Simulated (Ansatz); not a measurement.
The calculation's input:

```
crystal:
  lattice:
    a: 3.111802
    b: 5.350006
    c: 5.786626
    alpha: 90.0
    beta: 90.0
    gamma: 90.0
  space_group: 71
  setting:
    hermann_mauguin: Immm
  atoms:
    - { symbol: Ga, position: [0.0, 0.0, 0.0] }
    - { symbol: Sb, position: [0.0, 0.0, 0.5] }
  reduce_to_primitive: true
basis:
  ecutwfc: 435.382179935808
kpoints:
  mp_grid:
    grid: [6, 6, 6]
hamiltonian:
  xc: pbesol
scf:
  occupations:
    method: fermi_dirac
    width: 0.02
output:
  write_density: true
  write_potential: true
  volumetric_format: npy
  elf: true
  stress: true
  cutoff_correction: 756.0
```

Below, planes, directions and counts refer to the conventional cell (a = 3.11 Å, b = 5.35 Å, c = 5.79 Å, α = 90.00°, β = 90.00°, γ = 90.00°).

Space group Immm; a structure from a database of computed crystals, not necessarily the ambient phase; computed pressure about −3 GPa in this cell.

Theory: DFT PBEsol, plane waves, PAW (Ansatz).

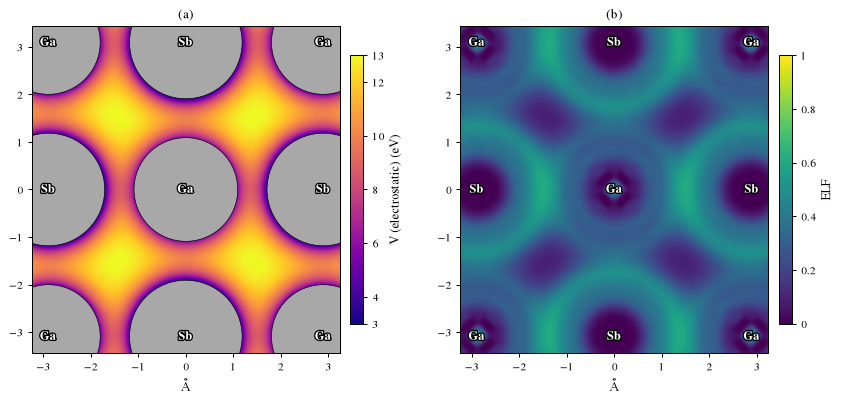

GaSb. (a) electrostatic potential energy of an electron; (b) ELF on the (110) plane of the conventional cell. Grey discs cover the atomic cores in the potential map.

### What do the fields say about this system?

- The plane passes through Ga and Sb nuclei.
- Ga–Sb (2.89 Å): the ELF peaks at about 0.60 between the atoms.
- Ga–Sb (3.09 Å): the ELF is about 0.45 at the midpoint (no shared electron pair shows on this line).
- Outside the cores the potential energy rises away from the atoms and is highest about 2.0 Å from the nearest atoms; its zero is arbitrary.

### Does the calculation make it a metal, or give it a gap?

It is gapless in this calculation (a metal or semimetal).
